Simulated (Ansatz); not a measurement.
Consider InSe.

Input

```
crystal:
  lattice:
    - [4.05, 0.0, 0.0]
    - [-2.025, 3.5074028853, 0.0]
    - [0.0, 0.0, 16.93]
  atoms:
    - { symbol: In, position: [0.3333333333, 0.6666666667, 0.157] }
    - { symbol: In, position: [0.6666666667, 0.3333333333, 0.657] }
    - { symbol: In, position: [0.3333333333, 0.6666666667, 0.343] }
    - { symbol: In, position: [0.6666666667, 0.3333333333, 0.843] }
    - { symbol: Se, position: [0.3333333333, 0.6666666667, 0.602] }
    - { symbol: Se, position: [0.6666666667, 0.3333333333, 0.102] }
    - { symbol: Se, position: [0.3333333333, 0.6666666667, 0.898] }
    - { symbol: Se, position: [0.6666666667, 0.3333333333, 0.398] }
scf:
  occupations: { method: fixed }
output:
  forces: false
  stress: false
  eigenvalues: true
  eigenstates:
    kpoints:
      - [0, 0, 0]
      - [0.01, 0, 0]
      - [0.02, 0, 0]
      - [0.03, 0, 0]
      - [0, 0, 0.05]
      - [0, 0, 0.1]
      - [0, 0, 0.15]
      - [0, 0, 0.5]
    e_range: [-2, 4]
  write_density: true
  write_potential: true
  elf: true
  volumetric_format: npy
kpoints:
  mp_grid: { grid: [8, 8, 2] }
hamiltonian:
  xc: hse06
```

Run with:

```sh
ansatz run input.yaml --threads 8 --pin off --max-ram 22528MiB --backend cpu --events-out ev --progress --plain --runs-dir out
```

Below, planes, directions and counts refer to the conventional cell (a = 4.05 Å, b = 4.05 Å, c = 16.93 Å, α = 90.00°, β = 90.00°, γ = 120.00°).

Space group P6₃/mmc.

Computed with DFT HSE06, scalar-relativistic, plane waves, PAW (Ansatz 0.2.0).

> What can the converged valence pseudo-density and electron localisation function tell about the bonding?

In–Se (2.52 Å): ρ is about 0.49 e/Å³ halfway; the ELF is about 0.50 at the midpoint.

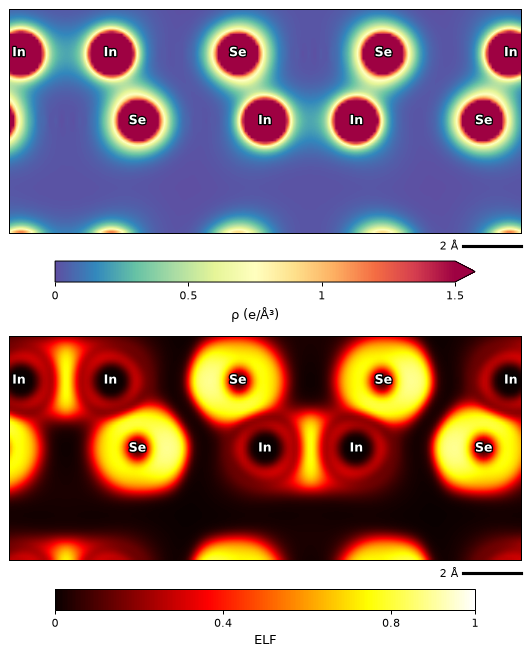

Computed valence pseudo-density and electron localisation function on the (110) plane of the conventional cell, in this order. 

In a PAW calculation such maps are meaningful between the atoms, not at the nuclei.
